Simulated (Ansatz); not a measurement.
```
CELL_PARAMETERS angstrom
4.75827 -1.52366 5.64781
6.13871 4.57097 0.00363
-1.38044 6.09462 5.64418
ATOMIC_POSITIONS crystal
Ga 0.84683 0.83003 0.84215
Ga 0.09256 0.62024 0.55547
Ga 0.59411 0.07770 0.09495
Ga 0.35077 0.33569 0.33128
Ga 0.90598 0.41861 0.41152
Ga 0.14902 0.15762 0.18057
Ga 0.65746 0.68135 0.65268
Ga 0.41284 0.90033 0.91899
Ga 0.03627 0.78969 0.16390
Ga 0.31353 0.52826 0.91788
Ga 0.77941 0.04337 0.41858
Ga 0.54595 0.29219 0.67298
Ga 0.71920 0.46448 0.08242
Ga 0.91724 0.20963 0.82571
Ga 0.47511 0.71414 0.32824
Ga 0.22037 0.97028 0.58276
O 0.99640 0.99993 0.73796
O 0.26241 0.76430 0.49265
O 0.73247 0.25867 0.00469
O 0.50364 0.50832 0.24461
O 0.75306 0.24758 0.50465
O 0.00220 0.98585 0.26488
O 0.53158 0.50107 0.75129
O 0.25700 0.73668 0.00588
O 0.08926 0.57104 0.34292
O 0.33750 0.31090 0.10766
O 0.83989 0.81955 0.59324
O 0.59959 0.05827 0.85011
O 0.66693 0.68259 0.90399
O 0.92878 0.42945 0.65370
O 0.40649 0.93537 0.14926
O 0.15942 0.18783 0.40588
O 0.43088 0.91255 0.68349
O 0.68908 0.65604 0.42463
O 0.13789 0.12432 0.94488
O 0.93387 0.39819 0.17993
O 0.32505 0.36369 0.55691
O 0.56661 0.09179 0.32633
O 0.07683 0.60749 0.81031
O 0.82115 0.84818 0.07203
Ga 0.21812 0.32687 0.80864
```

All numbers below come from DFT PBEsol, scalar-relativistic, plane waves, PAW in Ansatz.

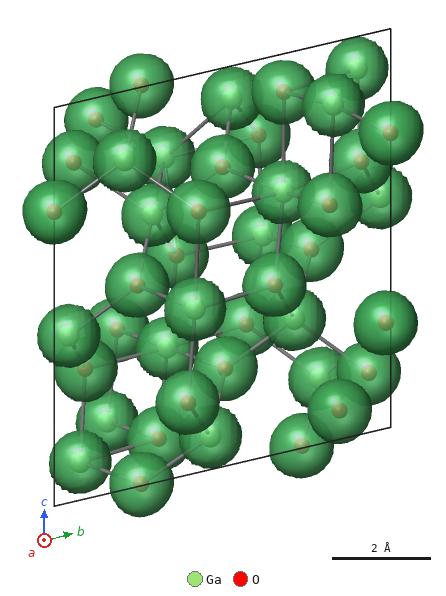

Ga₁₇O₂₄ (cell charge +1, with a compensating background) (cell with a defect). Isosurface of the valence pseudo-density at 1.5 e/Å³ (green), seen along the a axis. Sticks mark near contacts.

In a PAW calculation such maps are meaningful between the atoms, not at the nuclei.

Which contacts does the surface bridge?

At this value the density breaks into separate islands; it holds about 65 % of the electrons treated as valence (semicore included). It bridges none of the near contacts. It is pinched off along the sampled Ga–O (1.80 Å), Ga–Ga (2.40 Å), Ga–O (1.84 Å) and Ga–O (1.88 Å) contacts. On the grid the lowest density along these lines, outside the cores, is 0.91 e/Å³ (Ga–O, 1.80 Å), 0.4 e/Å³ (Ga–Ga, 2.40 Å), 0.82 e/Å³ (Ga–O, 1.84 Å) and 0.74 e/Å³ (Ga–O, 1.88 Å).
